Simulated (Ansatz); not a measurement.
# Geometry relaxation, with input and output: In2O3 (part 1 of 3)

In2O3 (Ia-3, 40 atoms in the cell), computed with DFT PBE, scalar-relativistic, plane waves, PAW, PAW set soft_1, no spin polarisation (Ansatz 0.2.0).

The structure derives from an entry of the Crystallography Open Database.

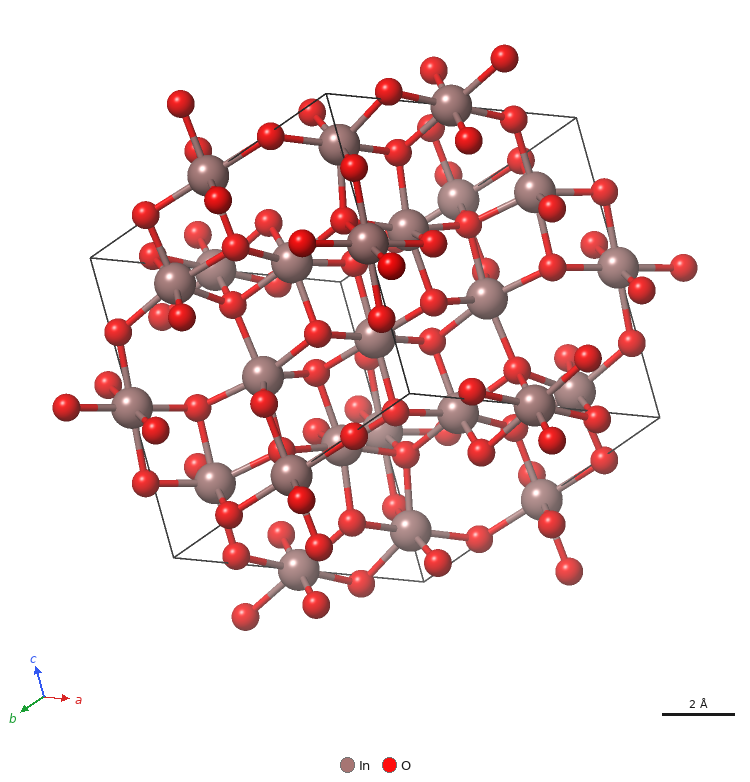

Figure 1. The structure as given in the input (ball-and-stick view of the cell of the calculation, seen at an oblique angle; bonded neighbours outside the cell are drawn too).

### Key numbers

| quantity | value |
| --- | --- |
| outcome | converged |
| space group (tolerance 0.01 Å) | Ia-3 (206) |
| electrons treated | 352 |
| free energy | −103188.2432 eV |
| Fermi energy | 8.612 eV |
| gap on the k-point mesh | 0.95 eV |
| pressure | 0.17 GPa |
| final volume | 543.85 Å³ |
| largest force (length of the vector) at the end | 0.006 eV/Å |
| final cell | a = 8.906 Å, b = 8.906 Å, c = 8.906 Å, α = 109.47°, β = 109.47°, γ = 109.47° |
| hardware | 8 threads of Intel Xeon Gold (Sapphire Rapids), 64 GiB of memory available, shared host |
| wall time | 34 s (CPU time 4.1 min) |
| peak memory | 3.9 GiB |

### The input
```yaml
crystal:
  lattice:
    - [-5.07, 5.07, 5.07]
    - [5.07, -5.07, 5.07]
    - [5.07, 5.07, -5.07]
  atoms:
    - { symbol: In, position: [0.25, 0.22, 0.97] }
    - { symbol: In, position: [0.75, 0.28, 0.53] }
    - { symbol: In, position: [0.97, 0.25, 0.22] }
    - { symbol: In, position: [0.53, 0.75, 0.28] }
    - { symbol: In, position: [0.22, 0.97, 0.25] }
    - { symbol: In, position: [0.28, 0.53, 0.75] }
    - { symbol: In, position: [0.75, 0.78, 0.03] }
    - { symbol: In, position: [0.25, 0.72, 0.47] }
    - { symbol: In, position: [0.03, 0.75, 0.78] }
    - { symbol: In, position: [0.47, 0.25, 0.72] }
    - { symbol: In, position: [0.78, 0.03, 0.75] }
    - { symbol: In, position: [0.72, 0.47, 0.25] }
    - { symbol: In, position: [0.5, 0.5, 0.5] }
    - { symbol: In, position: [0.5, 0.0, 0.0] }
    - { symbol: In, position: [0.0, 0.5, 0.0] }
    - { symbol: In, position: [0.0, 0.0, 0.5] }
    - { symbol: O, position: [0.525, 0.765, 0.53] }
    - { symbol: O, position: [0.735, 0.995, 0.97] }
    - { symbol: O, position: [0.975, 0.505, 0.24] }
    - { symbol: O, position: [0.765, 0.735, 0.26] }
    - { symbol: O, position: [0.53, 0.525, 0.765] }
    - { symbol: O, position: [0.97, 0.735, 0.995] }
    - { symbol: O, position: [0.24, 0.975, 0.505] }
    - { symbol: O, position: [0.26, 0.765, 0.735] }
    - { symbol: O, position: [0.765, 0.53, 0.525] }
    - { symbol: O, position: [0.995, 0.97, 0.735] }
    - { symbol: O, position: [0.505, 0.24, 0.975] }
    - { symbol: O, position: [0.735, 0.26, 0.765] }
    - { symbol: O, position: [0.475, 0.235, 0.47] }
    - { symbol: O, position: [0.265, 0.005, 0.03] }
    - { symbol: O, position: [0.025, 0.495, 0.76] }
    - { symbol: O, position: [0.235, 0.265, 0.74] }
    - { symbol: O, position: [0.47, 0.475, 0.235] }
    - { symbol: O, position: [0.03, 0.265, 0.005] }
    - { symbol: O, position: [0.76, 0.025, 0.495] }
    - { symbol: O, position: [0.74, 0.235, 0.265] }
    - { symbol: O, position: [0.235, 0.47, 0.475] }
    - { symbol: O, position: [0.005, 0.03, 0.265] }
    - { symbol: O, position: [0.495, 0.76, 0.025] }
    - { symbol: O, position: [0.265, 0.74, 0.235] }
basis:
  ecutwfc: 420
kpoints:
  mp_grid: { grid: [4, 4, 4] }
hamiltonian:
  xc: pbe
  pseudopotentials: { azcp: { folder: soft_1 } }
scf:
  occupations: { method: gaussian, width: 0.1 }
output:
  forces: true
  stress: true
  eigenvalues: true
relax:
  adjacent_minimum: "off"
  f_tol: 0.05
  max_steps: 80
  cell: { stress_tol: 0.5 }
```

Launch command:
```bash
ansatz run input.yaml --threads 8 --pin off --max-ram 22528MiB --backend cpu --events-out ev --progress --plain --runs-dir out
```

### Output
```
Engine: ansatz 0.2.0, x86_64-unknown-linux-gnu
Pseudopotentials: kind: paw
Pseudopotential: In, paw, valence charge 13, recommended cutoff 420 eV (normal), [file]
Pseudopotential: O, paw, valence charge 6, recommended cutoff 420 eV (normal), [file]
Functional definition: PBE
  parameter kappa = 0.804
  parameter beta = 0.06672455060314922
  exchange = pbe_x(kappa = kappa, mu = beta*pi^2/3)
  correlation = pbe_c(beta = beta)
Crystal: 40 atoms, lattice volume = 521.295 Å³
Basis set: ecut = 420 eV, 10149 PW (Γ), exchange–correlation on 120×120×120 points (8 copies of the dense FFT grid, shifted against one another)
Bands: 216, of which v1, the nominal top of the filled ones, is band 176 counted from 1 (175 counted from 0)
Symmetry: 24 space group operations
Space group: Ia-3 (ITA 206), of the structure as read, at distance tolerance 8.0e-5 Å
k-points: 8 of 64
Non-local potential: In, projectors of the file, l = 0: 2, l = 1: 2, l = 2: 2, l = 3: 1
Non-local potential: O, projectors of the file, l = 0: 2, l = 1: 2, l = 2: 1
PAW form: soft (Blöchl's): semilocal exchange-correlation on the pseudo side does not see the compensation charge
PAW one-centre angular grid: In, 590 points (default); XC on 64 Gauss nodes
PAW one-centre angular grid: O, 110 points (default); XC on 64 Gauss nodes
Initial density: superposition of atomic densities (chi_scale 0.1, normalization cell, long waves kept (reshape's long-wave potential 0.01 eV rms))
Initial wavefunctions: pseudopotential atomic-orbital guess
Functional: x = pbe(κ = 0.804, μ = 0.2195149727645171), c = pbe(β = 0.06672455060314922)
SCF iter   1: F=—  HF=-103191.117218 eV  |F-HF|=—  |Δ(HF+E_count)|=         —  Δρ=6.68e-2  dr2=1.91e1  ethr=3.10e-3  ⟨swp⟩=5.5  Hψ=6109  notcnv=0  defer=82
preconditioner: auto → Resta (q_TF=auto, 2.555 Å⁻¹)  ε∞=4.3  [insulator: Δε(μ)=1.413 eV  Ē_g=16.686 eV  σ=0.100 eV  W_gap=1.00  n_scr=140 (ndim 8)  ℏωp=30.5 eV  f_vac=0.000  D(μ)=0.00/eV (n_scr^D=0)  ε∞_Penn≈4.3]
SCF iter   2: F=—  HF=-103187.243845 eV  |F-HF|=—  |Δ(HF+E_count)|=    3.87e0  Δρ=3.36e-2  dr2=5.51e0  ethr=3.10e-3  ⟨swp⟩=2.1  Hψ=2969  notcnv=0  defer=275
SCF iter   3: F=—  HF=-103185.855193 eV  |F-HF|=—  |Δ(HF+E_count)|=    1.39e0  Δρ=5.18e-3  dr2=1.90e-1  ethr=1.57e-3  ⟨swp⟩=3.0  Hψ=2904  notcnv=0  defer=275
SCF iter   4: F=—  HF=-103185.895814 eV  |F-HF|=—  |Δ(HF+E_count)|=   4.06e-2  Δρ=1.64e-3  dr2=1.87e-2  ethr=5.38e-5  ⟨swp⟩=2.1  Hψ=2865  notcnv=0  defer=275
SCF iter   5: F=—  HF=-103185.915478 eV  |F-HF|=—  |Δ(HF+E_count)|=   1.97e-2  Δρ=3.77e-4  dr2=7.86e-4  ethr=5.32e-6  ⟨swp⟩=2.0  Hψ=2650  notcnv=0  defer=275
SCF iter   6: F=—  HF=-103185.916782 eV  |F-HF|=—  |Δ(HF+E_count)|=   1.30e-3  Δρ=1.09e-4  dr2=5.55e-5  ethr=2.23e-7  ⟨swp⟩=2.2  Hψ=2858  notcnv=0  defer=275
SCF iter   7: F=—  HF=-103185.917440 eV  |F-HF|=—  |Δ(HF+E_count)|=   6.59e-4  Δρ=1.55e-5  dr2=1.54e-6  ethr=1.58e-8  ⟨swp⟩=2.0  Hψ=3136  notcnv=0  defer=275
SCF iter   8: F=—  HF=-103185.917443 eV  |F-HF|=—  |Δ(HF+E_count)|=   2.43e-6  Δρ=4.18e-6  dr2=1.50e-7  ethr=4.37e-10  ⟨swp⟩=2.0  Hψ=2861  notcnv=0  defer=275
SCF iter   9: F=-103185.917443 eV  HF=-103185.917443 eV  |F-HF|=1.19e-8  |Δ(HF+E_count)|=   2.11e-7  Δρ=1.18e-6  dr2=1.17e-8  ethr=2.84e-11  ⟨swp⟩=11.8  Hψ=7992  notcnv=0
SCF 1 converged in 9 iterations: F = -103185.917443 eV  dr2 = 1.17e-8
  greatest PAW one-centre occupation: 0.990 electrons in one spin orbital (limit 2), on the In atom at site 15 (counted from 0), in its partial waves of l = 2
relax step   1: F+E_penalty+E_count = -103185.91744315 eV  Δ(F+E_penalty+E_count) = +0.000e0 eV  max|allowed force component| = 1.111e0 eV/Å  Δτ_max = 0.0000 Å  P = +9.520 GPa  Ω = 521.295 Å³  (9 SCF iters, dr2 threshold 1.00e-7 eV, accepted)
Crystal: 40 atoms, lattice volume = 545.336 Å³
Basis set: ecut = 420 eV, 10641 PW (Γ), exchange–correlation on 120×120×120 points (8 copies of the dense FFT grid, shifted against one another)
Initial density: handed on by an earlier stage of this run
Initial wavefunctions: those handed on with the density
iter 1 solved again at ethr=4.39e-4 eV; its pass at ethr=3.10e-3 eV (dr2=1.54e0 eV) is discarded
SCF iter   1: F=—  HF=-103188.266990 eV  |F-HF|=—  |Δ(HF+E_count)|=         —  Δρ=2.14e-2  dr2=1.54e0  ethr=4.39e-4  ⟨swp⟩=3.5  Hψ=8419  notcnv=0
preconditioner: auto → Resta (q_TF=auto, 2.536 Å⁻¹)  ε∞=4.6  [insulator: Δε(μ)=0.917 eV  Ē_g=15.812 eV  σ=0.100 eV  W_gap=1.00  n_scr=140 (ndim 8)  ℏωp=29.8 eV  f_vac=0.071  D(μ)=0.00/eV (n_scr^D=0)  ε∞_Penn≈4.6]
SCF iter   2: F=—  HF=-103187.867824 eV  |F-HF|=—  |Δ(HF+E_count)|=   3.99e-1  Δρ=9.12e-3  dr2=2.62e-1  ethr=4.36e-4  ⟨swp⟩=2.4  Hψ=3141  notcnv=0
SCF iter   3: F=—  HF=-103187.830258 eV  |F-HF|=—  |Δ(HF+E_count)|=   3.76e-2  Δρ=2.90e-3  dr2=4.20e-2  ethr=7.45e-5  ⟨swp⟩=2.0  Hψ=2368  notcnv=0
SCF iter   4: F=—  HF=-103187.830159 eV  |F-HF|=—  |Δ(HF+E_count)|=   9.83e-5  Δρ=1.02e-3  dr2=8.23e-3  ethr=1.19e-5  ⟨swp⟩=2.0  Hψ=2258  notcnv=0
SCF iter   5: F=—  HF=-103187.830264 eV  |F-HF|=—  |Δ(HF+E_count)|=   1.05e-4  Δρ=2.17e-4  dr2=4.46e-4  ethr=2.34e-6  ⟨swp⟩=2.0  Hψ=2301  notcnv=0
SCF iter   6: F=—  HF=-103187.830987 eV  |F-HF|=—  |Δ(HF+E_count)|=   7.23e-4  Δρ=6.86e-5  dr2=3.46e-5  ethr=1.27e-7  ⟨swp⟩=3.0  Hψ=3205  notcnv=0
SCF iter   7: F=-103187.831025 eV  HF=-103187.831020 eV  |F-HF|=4.77e-6  |Δ(HF+E_count)|=   3.31e-5  Δρ=2.25e-5  dr2=2.79e-6  ethr=1.14e-9  ⟨swp⟩=7.6  Hψ=8193  notcnv=0
SCF 2 converged in 7 iterations: F = -103187.831025 eV  dr2 = 2.79e-6
  greatest PAW one-centre occupation: 0.990 electrons in one spin orbital (limit 2), on the In atom at site 12 (counted from 0), in its partial waves of l = 2
relax step   2: F+E_penalty+E_count = -103187.83102506 eV  Δ(F+E_penalty+E_count) = -1.914e0 eV  max|allowed force component| = 5.139e-1 eV/Å  Δτ_max = 0.1480 Å  P = -0.894 GPa  Ω = 545.336 Å³  energy of the carried Pulay correction = -4.966e-2 eV  (7 SCF iters, dr2 threshold 4.00e-6 eV, accepted)
Crystal: 40 atoms, lattice volume = 545.961 Å³
Basis set: ecut = 420 eV, 10761 PW (Γ), exchange–correlation on 120×120×120 points (8 copies of the dense FFT grid, shifted against one another)
iter 1 solved again at ethr=7.16e-5 eV; its pass at ethr=3.10e-3 eV (dr2=2.52e-1 eV) is discarded
SCF iter   1: F=—  HF=-103188.218047 eV  |F-HF|=—  |Δ(HF+E_count)|=         —  Δρ=8.72e-3  dr2=2.51e-1  ethr=7.16e-5  ⟨swp⟩=2.9  Hψ=7137  notcnv=0
preconditioner: auto → Resta (q_TF=auto, 2.536 Å⁻¹)  ε∞=4.5  [insulator: Δε(μ)=0.944 eV  Ē_g=15.829 eV  σ=0.100 eV  W_gap=1.00  n_scr=140 (ndim 8)  ℏωp=29.8 eV  f_vac=0.060  D(μ)=0.00/eV (n_scr^D=0)  ε∞_Penn≈4.5]
SCF iter   2: F=—  HF=-103188.138714 eV  |F-HF|=—  |Δ(HF+E_count)|=   7.93e-2  Δρ=3.62e-3  dr2=3.74e-2  ethr=7.13e-5  ⟨swp⟩=2.0  Hψ=2352  notcnv=0
SCF iter   3: F=—  HF=-103188.132576 eV  |F-HF|=—  |Δ(HF+E_count)|=   6.14e-3  Δρ=6.64e-4  dr2=2.11e-3  ethr=1.06e-5  ⟨swp⟩=2.0  Hψ=2449  notcnv=0
SCF iter   4: F=—  HF=-103188.134111 eV  |F-HF|=—  |Δ(HF+E_count)|=   1.53e-3  Δρ=5.14e-4  dr2=1.12e-3  ethr=5.99e-7  ⟨swp⟩=2.0  Hψ=3082  notcnv=0
SCF iter   5: F=—  HF=-103188.133865 eV  |F-HF|=—  |Δ(HF+E_count)|=   2.45e-4  Δρ=6.35e-5  dr2=3.86e-5  ethr=3.17e-7  ⟨swp⟩=2.0  Hψ=2287  notcnv=0
SCF iter   6: F=-103188.133882 eV  HF=-103188.133880 eV  |F-HF|=1.70e-6  |Δ(HF+E_count)|=   1.46e-5  Δρ=2.03e-5  dr2=2.88e-6  ethr=1.14e-9  ⟨swp⟩=6.8  Hψ=7990  notcnv=0
SCF 3 converged in 6 iterations: F = -103188.133882 eV  dr2 = 2.88e-6
  greatest PAW one-centre occupation: 0.990 electrons in one spin orbital (limit 2), on the In atom at site 14 (counted from 0), in its partial waves of l = 2
relax step   3: F+E_penalty+E_count = -103188.13388153 eV  Δ(F+E_penalty+E_count) = -3.029e-1 eV  max|allowed force component| = 2.565e-1 eV/Å  Δτ_max = 0.0563 Å  P = -0.497 GPa  Ω = 545.961 Å³  energy of the carried Pulay correction = -5.093e-2 eV  (6 SCF iters, dr2 threshold 4.00e-6 eV, accepted)
Crystal: 40 atoms, lattice volume = 544.022 Å³
iter 1 solved again at ethr=2.49e-6 eV; its pass at ethr=3.10e-3 eV (dr2=8.77e-3 eV) is discarded
SCF iter   1: F=—  HF=-103188.174822 eV  |F-HF|=—  |Δ(HF+E_count)|=         —  Δρ=1.55e-3  dr2=9.53e-3  ethr=2.49e-6  ⟨swp⟩=2.9  Hψ=6615  notcnv=0
preconditioner: auto → Resta (q_TF=auto, 2.537 Å⁻¹)  ε∞=4.6  [insulator: Δε(μ)=0.951 eV  Ē_g=15.844 eV  σ=0.100 eV  W_gap=1.00  n_scr=140 (ndim 8)  ℏωp=29.9 eV  f_vac=0.059  D(μ)=0.00/eV (n_scr^D=0)  ε∞_Penn≈4.6]
SCF iter   2: F=—  HF=-103188.171581 eV  |F-HF|=—  |Δ(HF+E_count)|=   3.24e-3  Δρ=5.58e-4  dr2=1.16e-3  ethr=2.49e-6  ⟨swp⟩=2.0  Hψ=2392  notcnv=0
SCF iter   3: F=—  HF=-103188.171946 eV  |F-HF|=—  |Δ(HF+E_count)|=   3.65e-4  Δρ=1.19e-4  dr2=7.18e-5  ethr=3.28e-7  ⟨swp⟩=2.0  Hψ=2527  notcnv=0
SCF iter   4: F=—  HF=-103188.171997 eV  |F-HF|=—  |Δ(HF+E_count)|=   5.15e-5  Δρ=6.58e-5  dr2=2.39e-5  ethr=2.04e-8  ⟨swp⟩=3.0  Hψ=3136  notcnv=0
SCF iter   5: F=-103188.172013 eV  HF=-103188.172012 eV  |F-HF|=1.40e-6  |Δ(HF+E_count)|=   1.45e-5  Δρ=1.63e-5  dr2=2.23e-6  ethr=1.14e-9  ⟨swp⟩=7.0  Hψ=7568  notcnv=0
SCF 4 converged in 5 iterations: F = -103188.172013 eV  dr2 = 2.23e-6
  greatest PAW one-centre occupation: 0.990 electrons in one spin orbital (limit 2), on the In atom at site 13 (counted from 0), in its partial waves of l = 2
relax step   4: F+E_penalty+E_count = -103188.17201326 eV  Δ(F+E_penalty+E_count) = -3.813e-2 eV  max|allowed force component| = 1.272e-1 eV/Å  Δτ_max = 0.0105 Å  P = -0.012 GPa  Ω = 544.022 Å³  energy of the carried Pulay correction = -4.701e-2 eV  (5 SCF iters, dr2 threshold 4.00e-6 eV, accepted)
Crystal: 40 atoms, lattice volume = 543.852 Å³
iter 1 solved again at ethr=1.14e-6 eV; its pass at ethr=3.10e-3 eV (dr2=4.00e-3 eV) is discarded
SCF iter   1: F=—  HF=-103188.184625 eV  |F-HF|=—  |Δ(HF+E_count)|=         —  Δρ=1.06e-3  dr2=4.32e-3  ethr=1.14e-6  ⟨swp⟩=2.6  Hψ=6373  notcnv=0
preconditioner: auto → Resta (q_TF=auto, 2.537 Å⁻¹)  ε∞=4.6  [insulator: Δε(μ)=0.946 eV  Ē_g=15.842 eV  σ=0.100 eV  W_gap=1.00  n_scr=140 (ndim 8)  ℏωp=29.9 eV  f_vac=0.059  D(μ)=0.00/eV (n_scr^D=0)  ε∞_Penn≈4.6]
SCF iter   2: F=—  HF=-103188.183306 eV  |F-HF|=—  |Δ(HF+E_count)|=   1.32e-3  Δρ=4.34e-4  dr2=6.84e-4  ethr=1.14e-6  ⟨swp⟩=2.0  Hψ=2381  notcnv=0
SCF iter   3: F=—  HF=-103188.183730 eV  |F-HF|=—  |Δ(HF+E_count)|=   4.24e-4  Δρ=9.88e-5  dr2=4.61e-5  ethr=1.94e-7  ⟨swp⟩=2.0  Hψ=2464  notcnv=0
SCF iter   4: F=—  HF=-103188.183750 eV  |F-HF|=—  |Δ(HF+E_count)|=   1.97e-5  Δρ=2.89e-5  dr2=4.30e-6  ethr=1.31e-8  ⟨swp⟩=2.4  Hψ=2680  notcnv=0
SCF iter   5: F=—  HF=-103188.183750 eV  |F-HF|=—  |Δ(HF+E_count)|=   6.39e-7  Δρ=1.79e-5  dr2=1.52e-6  ethr=2.87e-10  ⟨swp⟩=9.6  Hψ=7716  notcnv=0
SCF iter   6: F=-103188.183750 eV  HF=-103188.183750 eV  |F-HF|=2.63e-8  |Δ(HF+E_count)|=   1.01e-7  Δρ=5.91e-6  dr2=2.06e-7  ethr=2.87e-10  ⟨swp⟩=3.9  Hψ=4595  notcnv=0
SCF 5 converged in 6 iterations: F = -103188.183750 eV  dr2 = 2.06e-7
relax step   5: F+E_penalty+E_count = -103188.18375046 eV  Δ(F+E_penalty+E_count) = -1.174e-2 eV  max|allowed force component| = 5.276e-3 eV/Å  Δτ_max = 0.0068 Å  P = -0.014 GPa  Ω = 543.852 Å³  energy of the carried Pulay correction = -4.666e-2 eV  (6 SCF iters, dr2 threshold 1.01e-6 eV, accepted)
Initial wavefunctions: pseudopotential atomic-orbital guess (no wavefunctions were taken with the density)
iter 1 solved again at ethr=4.78e-8 eV; its pass at ethr=3.10e-3 eV (dr2=1.68e-4 eV) is discarded
SCF iter   1: F=—  HF=-103188.241726 eV  |F-HF|=—  |Δ(HF+E_count)|=         —  Δρ=3.41e-4  dr2=7.94e-5  ethr=4.78e-8  ⟨swp⟩=3.6  Hψ=11483  notcnv=0
preconditioner: auto → Resta (q_TF=auto, 2.537 Å⁻¹)  ε∞=4.6  [insulator: Δε(μ)=0.948 eV  Ē_g=15.843 eV  σ=0.100 eV  W_gap=1.00  n_scr=140 (ndim 8)  ℏωp=29.9 eV  f_vac=0.059  D(μ)=0.00/eV (n_scr^D=0)  ε∞_Penn≈4.6]
SCF iter   2: F=—  HF=-103188.243480 eV  |F-HF|=—  |Δ(HF+E_count)|=   1.75e-3  Δρ=1.63e-4  dr2=2.08e-5  ethr=2.25e-8  ⟨swp⟩=2.0  Hψ=3090  notcnv=0
SCF iter   3: F=—  HF=-103188.243117 eV  |F-HF|=—  |Δ(HF+E_count)|=   3.63e-4  Δρ=6.22e-5  dr2=2.32e-6  ethr=5.92e-9  ⟨swp⟩=2.0  Hψ=1989  notcnv=0
SCF iter   4: F=-103188.243190 eV  HF=-103188.243190 eV  |F-HF|=4.66e-8  |Δ(HF+E_count)|=   7.26e-5  Δρ=2.86e-6  dr2=2.02e-8  ethr=1.14e-11  ⟨swp⟩=4.9  Hψ=7545  notcnv=0
SCF 6 converged in 4 iterations: F = -103188.243190 eV  dr2 = 2.02e-8
relax step   6: F+E_penalty+E_count = -103188.24319009 eV  Δ(F+E_penalty+E_count) = -5.944e-2 eV  max|allowed force component| = 5.216e-3 eV/Å  Δτ_max = 0.0000 Å  P = +0.175 GPa  Ω = 543.852 Å³  stress off target by 1.75e-1 GPa  SCF on the basis re-selected at this cell (its energy is not comparable with the rows above)  (4 SCF iters)
```

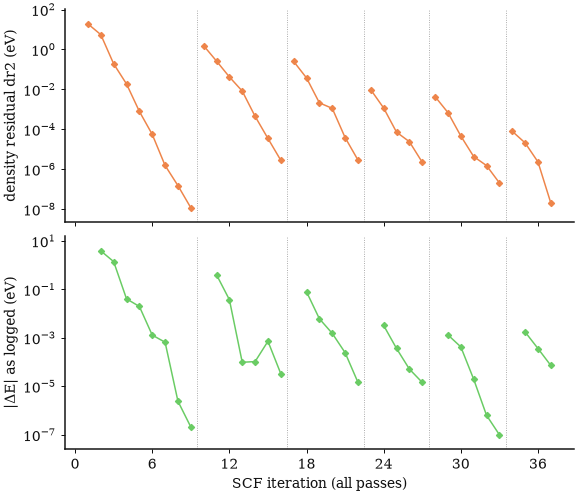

Figure 2. Convergence of the self-consistent field: density residual dr2 and size of the energy change against the SCF iteration. The dotted lines part the SCF passes of the relaxation: geometry steps, rejected trials and re-solves on a re-selected basis. The 6 passes take 4 to 9 iterations each, 37 in all.

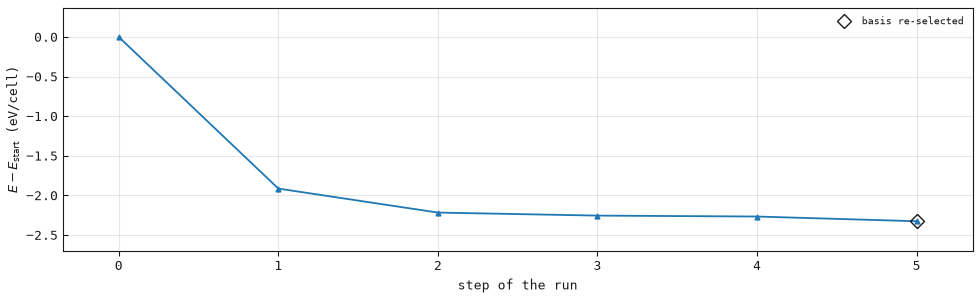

Figure 3. Progress of the relaxation, step by step (the first geometry is step 0 here and step 1 in the log).
